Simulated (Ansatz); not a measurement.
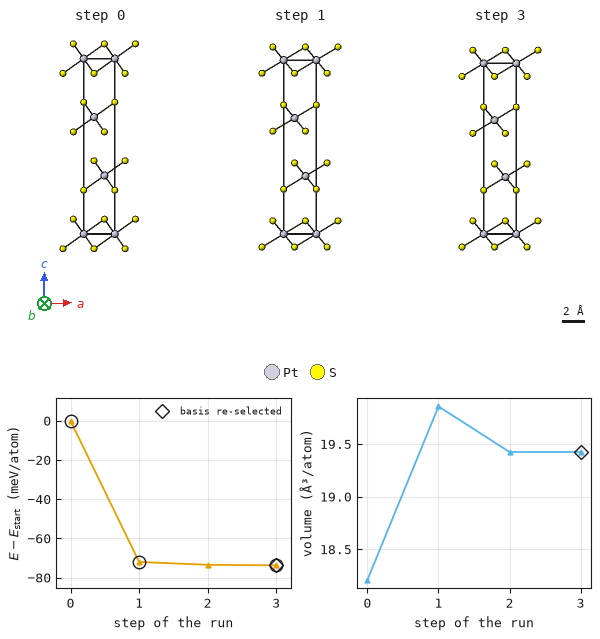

Frames of a relaxation of a crystal of PtS$_{2}$ (a generated structure, set up in R-3m) (coarse preliminary run), marked on the history of the run. A ball-and-stick model of the conventional cell (3 times the calculation's cell), seen along the b axis. Lengths and directions refer to the drawn axes.

Theory: DFT PBE+D3(BJ), scalar-relativistic, plane waves, PAW (Ansatz). Set-up: plane-wave cutoff 420 eV; k-point mesh 6 × 6 × 6; occupations gaussian; smearing width 0.1 eV; no spin polarisation; cell and atoms relaxed; force threshold 0.04 eV/Å; at most 70 steps.

Q: Describe the path.

A: The largest moves relative to the cell, 0.12 Å, are those of S atoms. Pt stays in place. The volume changes by +6.7 %, with a = b 3.384 → 3.543 Å (+4.7 %), c 16.527 → 16.083 Å (−2.7 %). Some distances before and after: Pt–S 2.400 → 2.390 Å. Bond angles that change, for instance: S–Pt–S 89.7° → 95.6°, S–Pt–S 90.3° → 84.4°, Pt–S–Pt 89.7° → 95.6°. The space group stays R-3m (No. 166). The energy falls by 73.7 meV per atom in 2 accepted moves (3 points after the start). Largest force component: 0.88 eV/Å at the start, 0.0035 eV/Å at the end. Pressure: 1.66 GPa at the start and −0.07 GPa at the end. The SCF was repeated once at an unchanged geometry on a basis and grid sized afresh for the cell, which shifted the energy by 0.3 meV per atom at most. The run took 5 s on 1 thread of Intel(R) Xeon(R) Platinum 8559C (Emerald Rapids) (shared host), peak memory 0.41 GiB. From step 0 to 1: S atoms move most (0.14 Å), volume +9.0 %, energy −72.0 meV per atom. From step 1 to 3: S atoms move most (0.02 Å), volume −2.2 %, energy −1.7 meV per atom.
